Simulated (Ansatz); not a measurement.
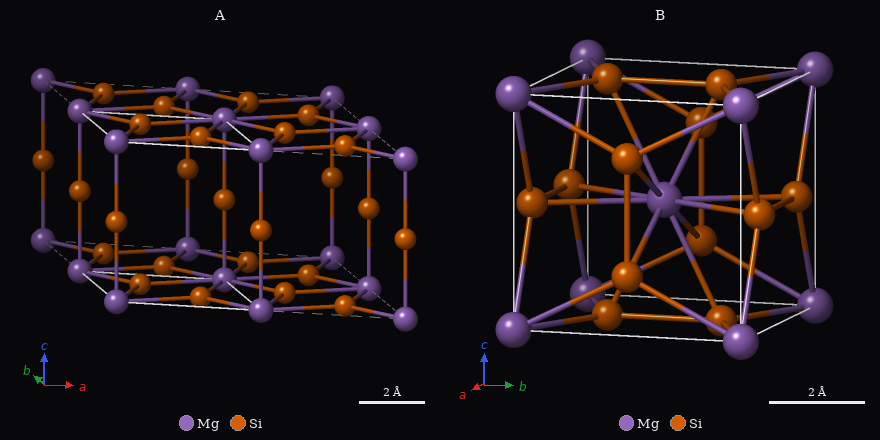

Two structures of MgSi3, each relaxed to rest (conventional cells in solid outline, small ones repeated, not to one scale). Method: DFT PBE, scalar-relativistic, plane waves, PAW (Ansatz), without spin polarisation.

**Identify the two structures.**

A: 4 atoms a cell on a primitive hexagonal lattice, P6/mmm. B: Cr₃Si (A15) type, Pm-3n.

**Compare their energies: which is lower?**

B is lower, by 631 meV/atom at this level of theory (energies at zero smearing). Volumes: A 23.4, B 16.4 Å³/atom.

One or both may be structure types tried for this composition rather than known phases.
